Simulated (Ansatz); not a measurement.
```
Mn
1.0
     2.95015    0.00000    0.00000
     0.00000    2.95015    0.00000
     0.00000    0.00000    2.95015
Mn
2
Direct
  0.00000 0.00000 0.00000
  0.50000 0.50000 0.50000
```

Space group Im-3m; set up as Mn, bcc; a generated structure, not necessarily the stable one; the SCF solution may not be the lowest one; the program warned that another magnetic order may lie lower and a starting moment wasn't kept; spin-polarised.

Method: DFT, BLYP, plane waves (420 eV) with PAW, scalar-relativistic (Ansatz).

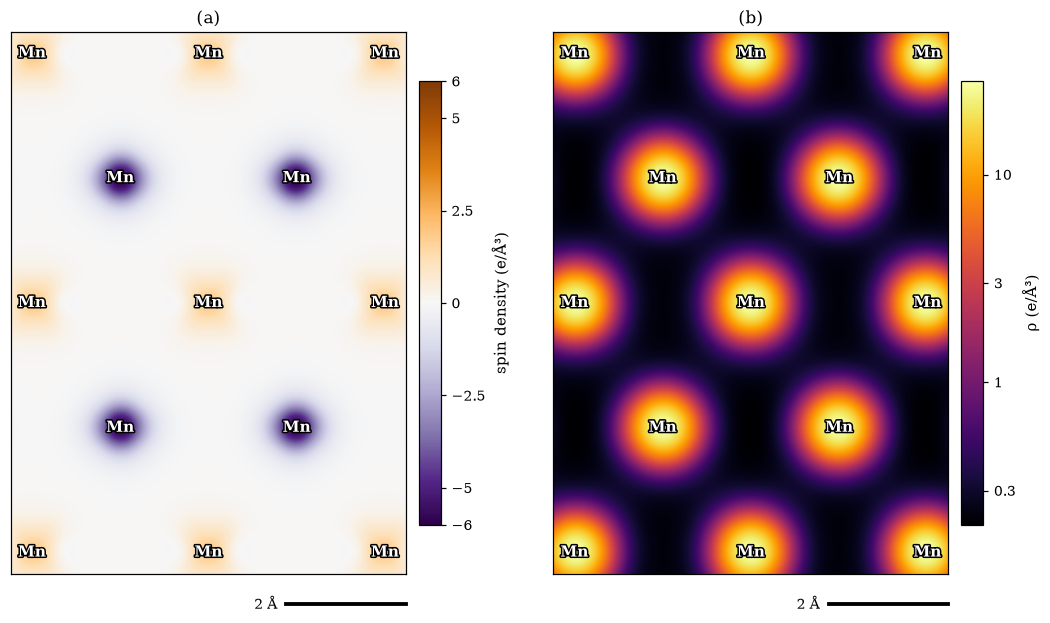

Mn. (a) magnetisation density (up minus down); (b) valence charge density (pseudo) on the (011̄) plane of the cell of the magnetic structure.

In a PAW calculation such maps are meaningful between the atoms, not at the nuclei.

Question: What does the map show?

Answer: The plane passes through Mn nuclei. Mn–Mn (2.55 Å): ρ is about 0.31 e/Å³ halfway. Between the atoms the lowest density in this plane is 0.21 e/Å³. The spin density sits on Mn: +0.9 μB and −2.9 μB in one cell of 2 atoms: ferrimagnetic (opposed moments on unlike sites) in this solution. The cell of the calculation (2 atoms) carries 2.0 μB of net spin moment.
